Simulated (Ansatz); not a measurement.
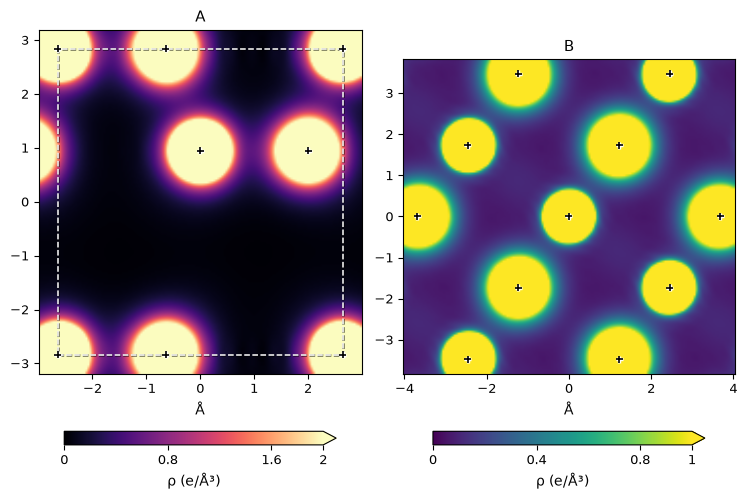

The valence electron density of 2 systems, each on a plane through atoms (crosses mark nuclei in the plane).

All numbers below come from DFT PBE, scalar-relativistic, plane waves, PAW in Ansatz.

System 1: MgO, the (100) plane of the calculation cell. Space group Fm-3m; a structure from a database of computed crystals, not necessarily the ambient phase.

```xyz
32
Lattice="4.2536 4.2536 4.2536 -4.2536 4.2536 -4.2536 -4.2536 -4.2536 4.2536" Properties=species:S:1:pos:R:3 pbc="T T T"
Mg   -4.2536    2.1268    2.1268
Mg    0.0000    4.2536    0.0000
Mg   -2.1268    2.1268    4.2536
Mg    0.0000    2.1268    2.1268
Mg    2.1268    4.2536    2.1268
Mg   -4.2536   -2.1268    2.1268
Mg    0.0000    0.0000    4.2536
Mg    2.1268    2.1268    4.2536
Mg    0.0000    0.0000    0.0000
Mg   -2.1268   -2.1268    4.2536
Mg   -2.1268    4.2536    2.1268
Mg   -4.2536    2.1268   -2.1268
Mg   -2.1268    4.2536   -2.1268
Mg   -4.2536    0.0000    0.0000
Mg   -2.1268    2.1268    0.0000
Mg   -2.1268    0.0000    2.1268
O     2.1268    2.1268    2.1268
O    -2.1268    4.2536    0.0000
O     0.0000    6.3804    0.0000
O    -2.1268    2.1268    2.1268
O     0.0000    4.2536    2.1268
O    -2.1268    2.1268   -2.1268
O    -2.1268    0.0000    4.2536
O     0.0000    2.1268    4.2536
O    -2.1268    0.0000    0.0000
O     0.0000    2.1268    0.0000
O     0.0000    0.0000    6.3804
O    -2.1268   -2.1268    2.1268
O     0.0000    0.0000    2.1268
O    -6.3804    0.0000    0.0000
O    -4.2536    2.1268    0.0000
O    -4.2536    0.0000    2.1268
```

System 2: ZnO, the (110) plane of the conventional cell. Space group P6₃mc; a structure from a database of computed crystals, not necessarily the ambient phase.

Q: Which map belongs to which system?

A: Panel A is system 2, ZnO: the plane holds Zn and O. Zn–O (2.00 Å): ρ is about 0.57 e/Å³ halfway. Panel B is system 1, MgO: the plane holds Mg and O. Mg–O (2.13 Å): ρ is about 0.32 e/Å³ halfway.
